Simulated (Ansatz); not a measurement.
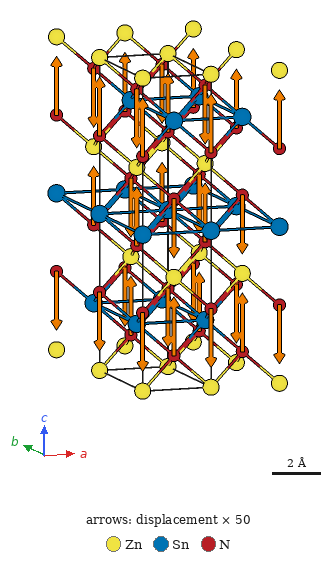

A relaxation of a crystal of ZnSnN2 (a generated structure, set up in R-3m). The starting structure is drawn; orange arrows show the displacements (the part carried along by the change of the cell is left out), 50 times their true length.

The picture is a ball-and-stick view of the conventional cell (3 times the calculation's cell), repeated 2 × 2 × 1 with one cell outlined, seen from a free direction. Lengths and directions refer to the drawn axes.

Computed with Ansatz, DFT, PBE, plane waves, PAW. (plane-wave cutoff 420 eV; k-point mesh 10 × 10 × 10; occupations fermi dirac; smearing width 0.02 eV; no spin polarisation; cell and atoms relaxed; force threshold 0.005 eV/Å)

Which element moves most?

Nitrogen: up to 0.054 Å, against 0.000 Å for zinc.

What happened in the run?

After 8 accepted moves (10 points after the start) the energy has fallen by 786 meV per atom. Largest force component: 0.77 eV/Å at the start, 0.00028 eV/Å at the end. Pressure: 109.01 GPa at the start and 0.00 GPa at the end. At 2 points the geometry stayed and the basis and grid were re-selected for the new cell (energy shift of 40.8 meV per atom at most each time). The largest moves relative to the cell, 0.054 Å, are those of N atoms. Zn and Sn stay in place. The volume changes by +37.0 %, with a = b 2.881 → 3.203 Å (+11.2 %), c 14.114 → 15.637 Å (+10.8 %). Among the contacts that change: Sn–Sn 2.881 → 3.203 Å, N–Zn 2.037 → 2.294 Å, N–Sn 2.037 → 2.232 Å. Bond angles that change, for instance: Zn–N–Sn 180.0° → 177.8°. The space group stays R-3m (No. 166). The run took 24 s on 2 threads of Arm Neoverse V2 (shared host), peak memory 0.44 GiB.
